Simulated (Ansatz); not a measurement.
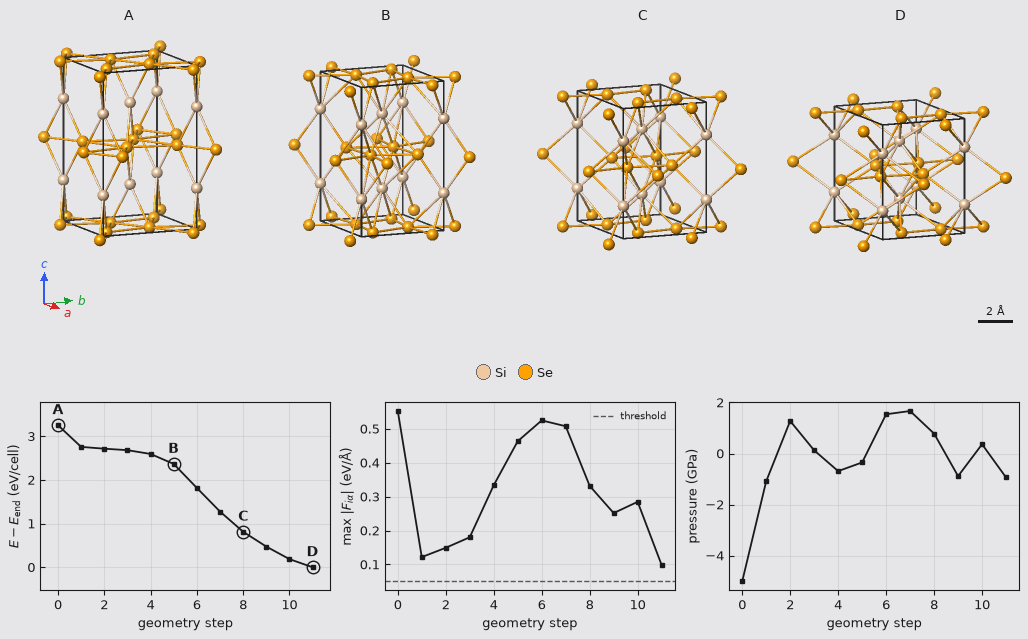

Frames of a relaxation of a crystal of SiSe2 (set up in Ibam) (coarse preliminary run), marked on the history of the run. Style: ball-and-stick. Shown: the conventional cell (2 times the calculation's cell), slightly off an axis. Lengths and directions refer to the drawn axes.

The calculation used Ansatz, DFT PBE+D3(BJ), scalar-relativistic, plane waves, PAW. Settings: plane-wave cutoff 420 eV; k-point mesh 6 × 6 × 6; occupations gaussian; smearing width 0.1 eV; no spin polarisation; cell and atoms relaxed; force threshold 0.05 eV/Å; at most 80 steps.

**Describe the path.**

The run was cut off at its time limit before the relaxation converged, so the last structure is only a point on the way. The largest moves relative to the cell, 1.32 Å, are those of Se atoms. Si stays in place. The volume changes by −25.5 %, with a 5.760 → 6.978 Å (+21.2 %), b 6.030 → 5.280 Å (−12.4 %), c 9.760 → 6.854 Å (−29.8 %). Some distances before and after: Se–Se 2.747 → 5.066 Å, Se–Si 3.758 → 2.626 Å, Se–Se 3.273 → 3.704 Å, Se–Se 3.065 → 2.651 Å. The space group stays Ibam (No. 72). After 11 geometry steps the energy has fallen by 3.253 eV per cell of the calculation. Largest force component: 0.55 eV/Å at the start, 0.098 eV/Å at the end. Pressure: −5.01 GPa at the start and −0.94 GPa at the end. The run took 4 min on 1 thread of Arm Neoverse V1 (shared host), peak memory 0.57 GiB. From step 0 to 5: Se atoms move most (0.58 Å), volume −16.9 %, energy −0.887 eV per cell of the calculation. From step 5 to 8: Se atoms move most (0.45 Å), volume −1.6 %, energy −1.553 eV per cell of the calculation. From step 8 to 11: Se atoms move most (0.40 Å), volume −8.8 %, energy −0.813 eV per cell of the calculation.

```csv
step,"E − E(0), meV/atom","largest force component, eV/Å","pressure, GPa","volume, Å³/atom"
0,0.00,0.5525,-5.01,28.249
1,-82.77,0.1218,-1.09,25.212
2,-89.63,0.1492,1.28,24.330
3,-95.23,0.1803,0.12,24.497
4,-109.72,0.3337,-0.69,24.103
5,-147.87,0.4634,-0.35,23.472
6,-239.41,0.5248,1.54,23.059
7,-329.59,0.5076,1.67,23.007
8,-406.75,0.3317,0.78,23.085
9,-463.31,0.2516,-0.89,22.735
10,-511.24,0.2848,0.36,21.621
11,-542.23,0.0984,-0.94,21.044
```
